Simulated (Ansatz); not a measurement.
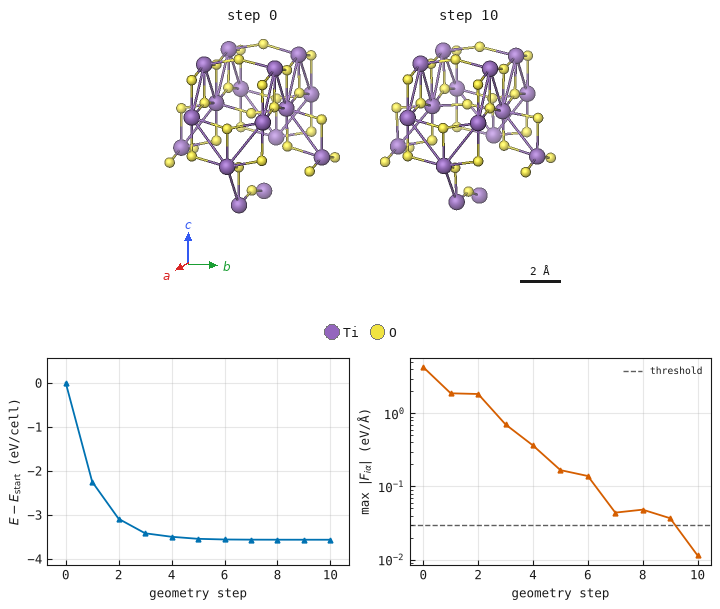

First and last geometry of a relaxation of a defect cell of composition Ti$_{35}$O$_{71}$, with the history of the run. The picture is a ball-and-stick view of the atoms within 5.0 Å of the atom that moves most (axes of the cell of the calculation (origin shifted)), seen slightly off an axis.

Theory: Ansatz 0.2.0, DFT, PBEsol, PAW, plane waves. Set-up: plane-wave cutoff 420 eV; k-point mesh 1 × 1 × 1; mesh shifted by (0.25, 0.25, 0.25); collinear spin; atoms relaxed in a fixed cell; force threshold 0.03 eV/Å; at most 80 steps.

### What do the curves and the structures tell?

It converged. The largest move is that of an O atom, 0.48 Å roughly along +c. By element the largest moves are O 0.48 Å, Ti 0.28 Å. The cell doesn't change. Among the contacts that change: Ti–Ti 3.062 → 3.452 Å, O–Ti 1.983 → 2.184 Å, Ti–Ti 3.051 → 2.880 Å, O–Ti 1.960 → 1.800 Å. Bond angles that change, for instance: Ti–O–Ti 101.4° → 111.7°, Ti–O–Ti 156.7° → 166.2°, Ti–O–Ti 153.3° → 159.3°. After 10 geometry steps the energy has fallen by 3.566 eV per cell of the calculation. Largest force component: 4.3 eV/Å at the start, 0.011 eV/Å at the end.
